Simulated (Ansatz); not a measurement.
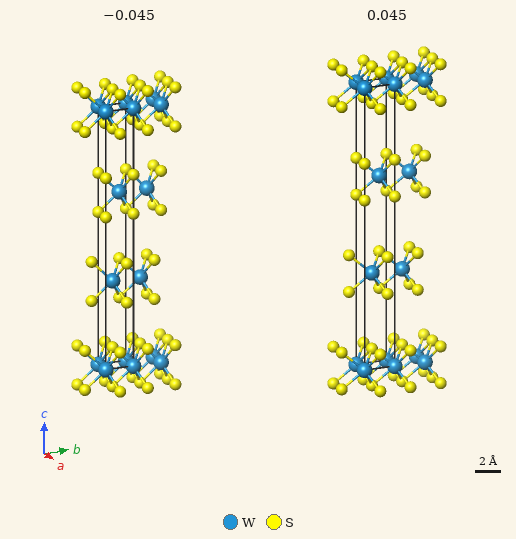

Solid WS₂ (set up in R3m), under equal strain along all axes (cell held, atoms relaxed), with energies (extrapolated to zero smearing) counted from the relaxed crystal, which is the row at zero. The picture shows the first and the last member. Style: ball-and-stick. Shown: the cell of the calculation, repeated 1 × 2 × 1 with one cell outlined, slightly off an axis.

Computed with Ansatz 0.2.0: DFT PBE, scalar-relativistic, plane waves, PAW. (plane-wave cutoff 420 eV; k-point mesh 12 × 12 × 2; occupations gaussian; smearing width 0.02 eV; no spin polarisation; atoms relaxed in a fixed cell; force threshold 0.008 eV/Å)

```json
{"strain": "−0.045", "energy (meV/atom)": "72.82", "a (Å)": "3.044", "c (Å)": "21.414", "band gap (eV)": "1.51"}
{"strain": "−0.03", "energy (meV/atom)": "?", "a (Å)": "?", "c (Å)": "?", "band gap (eV)": "?"}
{"strain": "−0.015", "energy (meV/atom)": "7.57", "a (Å)": "3.140", "c (Å)": "22.087", "band gap (eV)": "1.76"}
{"strain": "0.0", "energy (meV/atom)": "0.00", "a (Å)": "3.188", "c (Å)": "22.423", "band gap (eV)": "1.64"}
{"strain": "0.015", "energy (meV/atom)": "7.10", "a (Å)": "3.236", "c (Å)": "22.760", "band gap (eV)": "1.29"}
{"strain": "0.03", "energy (meV/atom)": "27.57", "a (Å)": "3.283", "c (Å)": "23.096", "band gap (eV)": "0.98"}
{"strain": "0.045", "energy (meV/atom)": "60.26", "a (Å)": "3.331", "c (Å)": "23.432", "band gap (eV)": "0.70"}
```

Q: Estimate the missing row from the others, and compare with the calculation.

A: A parabola through three neighbouring rows (−0.045, −0.015, 0.0) gives, with Lagrange weights, (0.3333)(72.82) + (1.0000)(7.57) + (−0.3333)(0.00) = 31.84 meV/atom. The calculation gives 31.29 meV/atom (a = 3.092 Å, c = 21.751 Å). The estimate is 0.55 meV/atom too high. For the gap a parabola through the rows −0.045, −0.015, 0.0 gives 1.72 eV, and the calculation 1.65 eV (semilocal gaps, lower than measured ones as a rule). From the first member to the last: W–W 3.044 → 3.331 Å, S–W 2.393 → 2.454 Å.

The whole series:

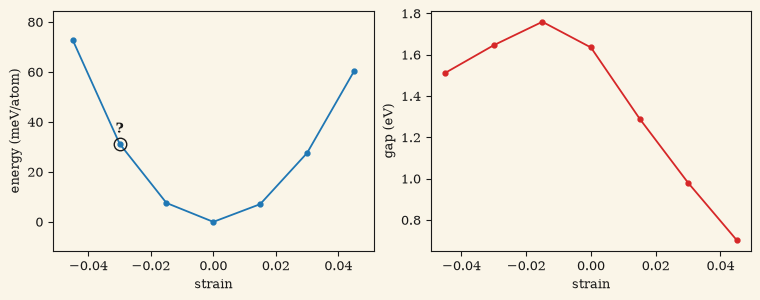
